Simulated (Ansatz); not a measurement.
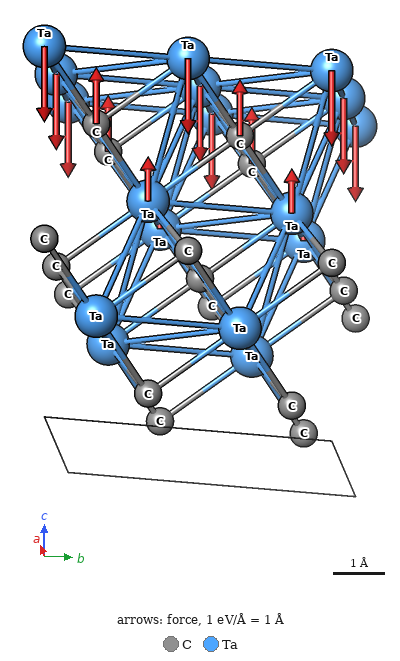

Starting geometry of a slab of composition TaC (cut from the Fm-3m phase) with the computed forces as red arrows. Style: ball-and-stick. Shown: the cell of the calculation, outlined in the plane, without the vacuum, from a free direction.

Case: clean slab, lower planes held. The slab is the (1 1 1) face of TaC. 12 atoms are held fixed.

These are results of DFT PBE+D3(BJ), scalar-relativistic, plane waves, PAW in Ansatz 0.2.0, not measurements. (plane-wave cutoff 420 eV; k-point mesh 4 × 4 × 1; occupations gaussian; smearing width 0.1 eV; no spin polarisation; dipole correction; atoms relaxed in a fixed cell; force threshold 0.03 eV/Å; at most 70 steps)

Q: What follows when this structure is relaxed?

A: It isn't relaxed: the largest force vector, on Ta atoms, is 1.53 eV/Å. The atoms end up moving mostly along the starting forces (cosine between the two patterns 0.99). The largest moves, 0.064 Å, are those of Ta atoms. Largest moves by element: Ta 0.064 Å, C 0.062 Å. The cell doesn't change. Among the contacts that change: Ta–Ta 3.143 → 3.063 Å, C–Ta 2.222 → 2.152 Å, Ta–Ta 3.143 → 3.170 Å, C–Ta 2.222 → 2.239 Å. Bond angles that change, for instance: Ta–C–Ta 90.0° → 93.8°, Ta–C–Ta 180.0° → 176.7°. After 4 geometry steps the energy has fallen by 0.415 eV per cell of the calculation. Largest force component: 1.5 eV/Å at the start, 0.02 eV/Å at the end. The run took 22 s on 4 threads of AMD EPYC 9R45 96-Core Processor (Zen 5), with other jobs on the host, peak memory 1.8 GiB.
